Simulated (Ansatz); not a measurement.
# How much does Cr in Ni(111), 2x2 scatter?, part 3 of 3

Wanted: the reflection from a plane of defects, Cr in Ni(111), 2x2, and the resistivity it implies.

Ansatz 0.2.0; Ansatz plane-wave DFT, PBE, PAW files, collinear spin; ballistic transport by layer matching (Landauer), zero bias; PAW set soft_1 (the session's first sound run).

So far, resistivity per at.% scaled from this dense plane, with the factor 3/4 for isotropic scattering (µΩ cm): step 3 (resistance at ideal sites) 5.91.

### Step 5. Transmission after relaxation, relaxed yes

The transmission is solved again on the relaxed atoms.

This step: Ansatz plane-wave DFT, PBE, PAW files, collinear spin; ballistic transport by layer matching (Landauer), zero bias; PAW set soft_1 (Ansatz 0.2.0).

Input file input.yaml:

```yaml
crystal:
  lattice:
    - [4.9836885938, 0.0, 0.0]
    - [-2.4918442969, 4.3160009268, 0.0]
    - [-1.2459221485, 0.7193334878, 22.3804058349]
  atoms:
    - { symbol: Ni, position: [0.0075757576, 0.9924242424, 0.0454545455], spin: 1.0 }
    - { symbol: Ni, position: [0.0075757576, 0.4924242424, 0.0454545455], spin: 1.0 }
    - { symbol: Ni, position: [0.5075757576, 0.9924242424, 0.0454545455], spin: 1.0 }
    - { symbol: Ni, position: [0.5075757576, 0.4924242424, 0.0454545455], spin: 1.0 }
    - { symbol: Ni, position: [0.1893939394, 0.3106060606, 0.1363636364], spin: 1.0 }
    - { symbol: Ni, position: [0.1893939394, 0.8106060606, 0.1363636364], spin: 1.0 }
    - { symbol: Ni, position: [0.6893939394, 0.3106060606, 0.1363636364], spin: 1.0 }
    - { symbol: Ni, position: [0.6893939394, 0.8106060606, 0.1363636364], spin: 1.0 }
    - { symbol: Ni, position: [0.3712121212, 0.1287878788, 0.2272727273], spin: 1.0 }
    - { symbol: Ni, position: [0.3712121212, 0.6287878788, 0.2272727273], spin: 1.0 }
    - { symbol: Ni, position: [0.8712121212, 0.1287878788, 0.2272727273], spin: 1.0 }
    - { symbol: Ni, position: [0.8712121212, 0.6287878788, 0.2272727273], spin: 1.0 }
    - { symbol: Ni, position: [0.0530260061, 0.9469601229, 0.3182399423], spin: 1.0 }
    - { symbol: Ni, position: [0.0528312304, 0.4471687696, 0.3170147534], spin: 1.0 }
    - { symbol: Ni, position: [0.5530795073, 0.9469204927, 0.3182533977], spin: 1.0 }
    - { symbol: Ni, position: [0.5530398771, 0.4469739939, 0.3182399423], spin: 1.0 }
    - { symbol: Ni, position: [0.2347461613, 0.2652538387, 0.4090711134], spin: 1.0 }
    - { symbol: Ni, position: [0.2347551416, 0.7649327431, 0.4090655542], spin: 1.0 }
    - { symbol: Ni, position: [0.7350672569, 0.2652448584, 0.4090655542], spin: 1.0 }
    - { symbol: Ni, position: [0.7348776185, 0.7651223815, 0.4091271287], spin: 1.0 }
    - { symbol: Cr, position: [0.4166666667, 0.0833333333, 0.5], spin: 2.5 }
    - { symbol: Ni, position: [0.4166666667, 0.5833333333, 0.5], spin: 1.0 }
    - { symbol: Ni, position: [0.9166666667, 0.0833333333, 0.5], spin: 1.0 }
    - { symbol: Ni, position: [0.9166666667, 0.5833333333, 0.5], spin: 1.0 }
    - { symbol: Ni, position: [0.0982660764, 0.9014218083, 0.5909344458], spin: 1.0 }
    - { symbol: Ni, position: [0.0984557148, 0.4015442852, 0.5908728713], spin: 1.0 }
    - { symbol: Ni, position: [0.598587172, 0.901412828, 0.5909288866], spin: 1.0 }
    - { symbol: Ni, position: [0.5985781917, 0.4017339236, 0.5909344458], spin: 1.0 }
    - { symbol: Ni, position: [0.280253826, 0.219746174, 0.6817466023], spin: 1.0 }
    - { symbol: Ni, position: [0.2802934562, 0.7196926727, 0.6817600577], spin: 1.0 }
    - { symbol: Ni, position: [0.7803073273, 0.2197065438, 0.6817600577], spin: 1.0 }
    - { symbol: Ni, position: [0.7805021029, 0.7194978971, 0.6829852466], spin: 1.0 }
    - { symbol: Ni, position: [0.4621212121, 0.0378787879, 0.7727272727], spin: 1.0 }
    - { symbol: Ni, position: [0.4621212121, 0.5378787879, 0.7727272727], spin: 1.0 }
    - { symbol: Ni, position: [0.9621212121, 0.0378787879, 0.7727272727], spin: 1.0 }
    - { symbol: Ni, position: [0.9621212121, 0.5378787879, 0.7727272727], spin: 1.0 }
    - { symbol: Ni, position: [0.1439393939, 0.8560606061, 0.8636363636], spin: 1.0 }
    - { symbol: Ni, position: [0.1439393939, 0.3560606061, 0.8636363636], spin: 1.0 }
    - { symbol: Ni, position: [0.6439393939, 0.8560606061, 0.8636363636], spin: 1.0 }
    - { symbol: Ni, position: [0.6439393939, 0.3560606061, 0.8636363636], spin: 1.0 }
    - { symbol: Ni, position: [0.3257575758, 0.1742424242, 0.9545454545], spin: 1.0 }
    - { symbol: Ni, position: [0.3257575758, 0.6742424242, 0.9545454545], spin: 1.0 }
    - { symbol: Ni, position: [0.8257575758, 0.1742424242, 0.9545454545], spin: 1.0 }
    - { symbol: Ni, position: [0.8257575758, 0.6742424242, 0.9545454545], spin: 1.0 }
magnetization:
  spin_polarized: true
kpoints:
  mp_grid: { grid: [5, 5, 1] }
hamiltonian:
  xc: pbe
  pseudopotentials: { kind: paw, azcp: { folder: soft_1 } }
scf:
  occupations: { method: fermi_dirac, width: 0.1 }
output:
  transmission:
    leads: [[0, 4]]
    kmesh: [10, 10]
    e_range: [-0.05, 0.05]
    de: 0.05
  write_potential: true
  write_density: true
  volumetric_format: npy
```

Launch:

```console
ansatz run input.yaml --threads 4 --pin off --max-ram 15360MiB --backend cpu --events-out ev --progress --plain --runs-dir out
```

Numbers of over 12 decimals in the logs are rounded to 6 here.

Log:

```text
[...]
Crystal: 44 atoms, lattice volume = 481.394 Å³
Basis set: ecut = 420 eV, 9399 PW (Γ)
Bands: 501, of which v1, the nominal top of the filled ones, is band 394 counted from 1 (393 counted from 0)
Symmetry: 4 space group operations
[...]
k-points: 9 of 25
[...]
Starting moments: Σ|m| = 45.5 μB on 44 of 44 sites
[...]
SCF iter   1: F=—  HF=-254458.963787 eV  |F-HF|=—  |Δ(HF+E_count)|=         —  Δρ=7.46e-2 (↑7.46e-2 ↓4.25e-2)  dr2=3.22e1  dr2_m=5.68e0  M=32.994 μB ∫|m|=35.122 μB  β_m=0.30  ethr=3.10e-3  ⟨swp⟩=5.0  Hψ=29694  notcnv=0  defer=385
[...]
SCF iter  33: F=-254486.934301 eV  HF=-254486.934301 eV  |F-HF|=4.44e-8  |Δ(HF+E_count)|=   1.51e-9  Δρ=1.09e-6 (↑3.59e-7 ↓1.09e-6)  dr2=4.47e-8  dr2_m=8.51e-10  M=28.627 μB ∫|m|=32.104 μB  ethr=7.80e-12  ⟨swp⟩=7.6  Hψ=35932  notcnv=0
SCF 1 converged in 33 iterations: F = -254486.934301 eV  dr2 = 4.47e-8
[...]
transmission: 183 of 1798 steps passed
transmission: 366 of 1798 steps passed
[...]
transmission: 1798 of 1798 steps passed
SCF converged after 33 iterations
Magnetization: 28.6269 μB (408.3135 up, 379.6865 down)
Absolute magnetization: 32.1421 μB (∫|ρ↑−ρ↓|, with the PAW one-centre terms)
[...]
Per-site moments (μB) at R_I (Å): [(0.707777, 1.027886), (0.704055, 1.027886), (0.702836, 1.027886), (0.707777, 1.027886), (0.704003, 1.027886), (0.705810, 1.027886), (0.705810, 1.027886), (0.710132, 1.027886), (0.714569, 1.027886), (0.702854, 1.019112), (0.702854, 1.019112), (0.704888, 1.019098), (0.693088, 1.027400), (0.663173, 1.019098), (0.696019, 1.027285), (0.693088, 1.027400), (0.518143, 1.027214), (0.519316,  [...]
Free energy (F): -254486.934301 eV
[...]
Internal energy: -254484.620130 eV  (E = F + TS)
E sigma→0 (E₀):  -254485.777216 eV
Entropy (-TS):   -2.314171 eV (-52.595 meV/atom)
Fermi energy:    17.888160 eV
[...]
--- Band table (eV; the first three rows and the last of 18) ---
  k-point 0 ↑: bands = [... 390 lower, 17.3485, 17.3629, 17.3662, 17.3687, 17.3777, 17.3876, 17.3901, 17.3905, ... 103 higher]
  k-point 1 ↑: bands = [... 390 lower, 17.2905, 17.2994, 17.3072, 17.3199, 17.3422, 17.3551, 17.3593, 17.3891, ... 103 higher]
  k-point 2 ↑: bands = [... 390 lower, 17.2691, 17.2762, 17.2813, 17.2969, 17.2988, 17.3179, 17.3293, 17.3345, ... 103 higher]
  k-point 8 ↓: bands = [... 390 lower, 18.0534, 18.0651, 18.0729, 18.0845, 18.1043, 18.1105, 18.1171, 18.1530, ... 103 higher]
--- Transmission ---
  basis      : 199 plane waves across, 29 finite elements along
  points     : 31, standing for a mesh of 10 x 10
[...]
channels       : 2.490000e0 up, 7.160000e0 down
[...]
junction   : crystal 0 to crystal 0, 0.69 to 21.04 Å
    transmission   : 1.088678e0 up, 4.427567e0 down
[...]
```

Wall time 15 min (4 threads of Arm Neoverse V1, shared host); peak memory 7.4 GiB.

This step gave:

```yaml
transmission_spin_up: 1.089
transmission_spin_down: 4.428
open_channels_spin_up: 2.49
open_channels_spin_down: 7.16
step_of_the_lead_s_potential: 2.1 meV
```

Per spin. Transmission, zone mean against energy, zero at the Fermi level:

```csv
energy (eV),T up,T down
-0.0500,1.08,4.05
0.0000,1.09,4.43
0.0500,1.25,4.37
```

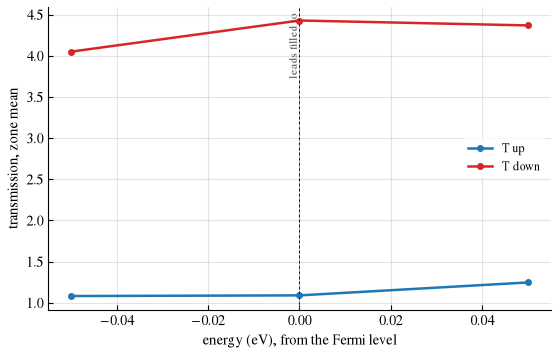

Transmission, zone mean, plotted against energy.

Nearest the Fermi level spin up passes 1.09 of 2.49 channels of the lower lead and spin down 4.43 of 7.16.

### Step 6. Resistance after relaxation

This step: Ansatz plane-wave DFT, PBE, PAW files, collinear spin; ballistic transport by layer matching (Landauer), zero bias; area resistance of the defect plane and resistivity an atomic per cent; PAW set soft_1 (Ansatz 0.2.0).

This step gave:

* area resistance: 0.4175 fΩ m²
* T over the leads' mean channel count: 0.5736
* spin asymmetry γ: -0.6888 (R down - R up) / (R down + R up)
* resistivity per at.% scaled from this dense plane, with the factor 3/4 for isotropic scattering: 6.155 µΩ cm

Averaged over the energies near the Fermi level, 57.4 % of the channels pass, which makes 0.417 fΩ m², against 0.401 on ideal sites.

### Step 7. Results

* share of channels that pass, rigid: 0.589
* area resistance, rigid: 0.401 fΩ m²
* resistivity per at.% from the area resistance, times 3/4, rigid: 5.91 µΩ cm
* share of channels that pass, relaxed: 0.574
* area resistance, relaxed: 0.417 fΩ m²
* resistivity per at.% from the area resistance, times 3/4, relaxed: 6.16 µΩ cm

The plane of defects adds 0.42 fΩ m². Scaled to one atomic per cent that is 8.2 µΩ cm as it stands and 6.2 with the factor 3/4 for isotropic scattering on a spherical Fermi surface; with the reflection in place of the resistance taken as linear in the density it would be 3.5. These are rough estimates of the dilute value, not bounds. One Cr in each 2x2 cell reflects 43 % of the lead's channels. The relaxed cell differs by 4.1 % in resistance; between the two runs the lead's own channel count goes from 9.34 to 9.45, so sampling may have a part in it. The defect scatters spin up more strongly (asymmetry -0.69). Cr was started parallel to the host; early transition metals often align against it, and that start wasn't tried. The defects form a dense periodic sheet that scatters coherently, unlike a dilute random alloy. T and N are means over the solved energies nearest the Fermi level. One magnetic start was tried, and the two spins conduct in parallel without mixing.

[Logs are printed without paths, hosts, clocks, repeated set-up lines and the standing remarks that a program may print on its own settings, such as how far it seeks lower states.]

[Hosts, paths, dates, database ids (printed as entryN), source tags and the programs' standing remarks are cut or masked in the printed files.]
